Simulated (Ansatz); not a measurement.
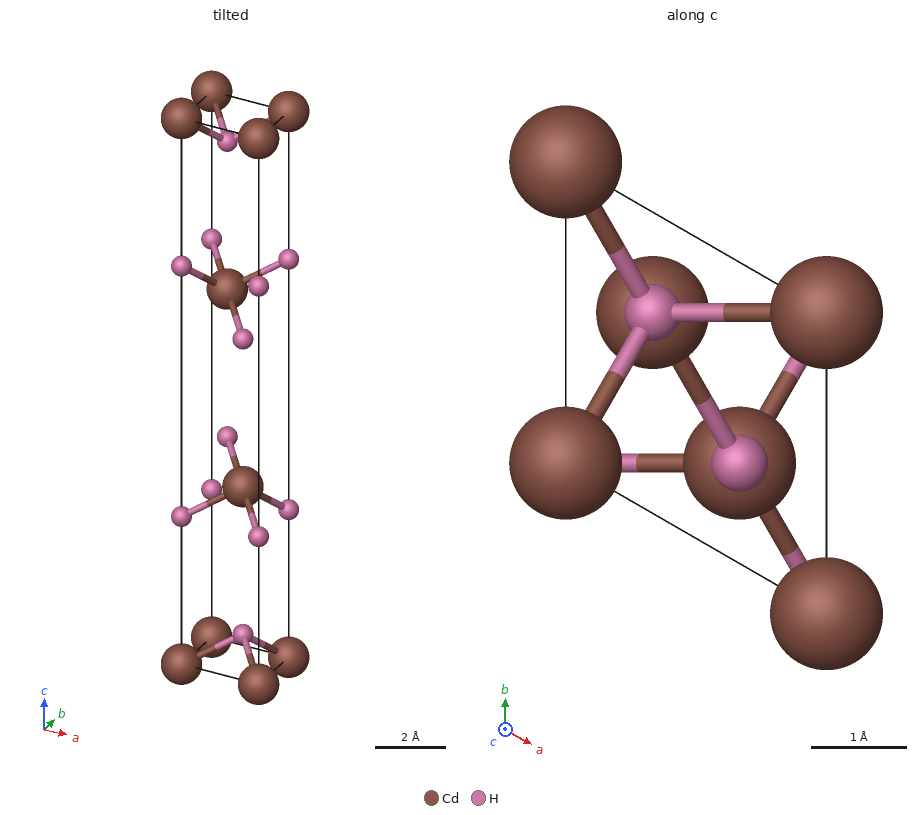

Ball-and-stick drawing of the structure, looking slightly off an axis and along the c axis. One conventional unit cell is framed, with atoms on its boundary repeated. Cell: a = 3.17 Å, b = 3.17 Å, c = 16.17 Å, α = 90.00°, β = 90.00°, γ = 120.00°.

It goes back to a structure type filled with these elements by a generator (whether the compound takes this form wasn't checked). Earlier steps of the study, as a rule a relaxation of our own, may have changed the cell and positions, so they can lie some per cent off the listed ones. It was run through Ansatz as a DFT input.

Notes on the structure:

Answer. Formula: CdH2. It belongs to space group R-3m (No. 166) and has a rhombohedral (trigonal R) lattice. Counting shared atoms by their share gives 3 Cd, 6 H, or 9 atoms. Cd is linked to six H in a distorted octahedral arrangement at about 2.1 Å. The neighbours of H are three Cd in a trigonal pyramidal arrangement at about 2.1 Å. The bonds build CdH2 layers parallel to (001).

Method used: Ansatz 0.2.0, DFT PBE, scalar-relativistic, plane waves, PAW. It ran with 420 eV cutoff, k-points about 0.19 Å⁻¹ apart, Gaussian smearing of 0.02 eV, no spin polarisation.

What is the electronic character?

Answer. A semiconductor at this level, with a gap of 1.75 eV, indirect.

How charged are the atoms, by the Bader scheme?

Answer. Cd +0.76 e; H -0.38 e.

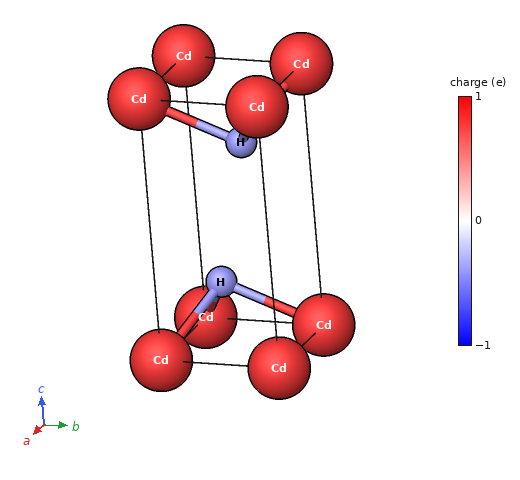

The atoms coloured by those charges. The run's cell of 3 atoms is drawn in a reduced setting, so axes and origin can differ from the first picture.

Is the structure relaxed at this level of theory?

Answer. Yes. All forces vanish to within 0.01 eV/Å. The pressure is 0.0 GPa, close to zero.
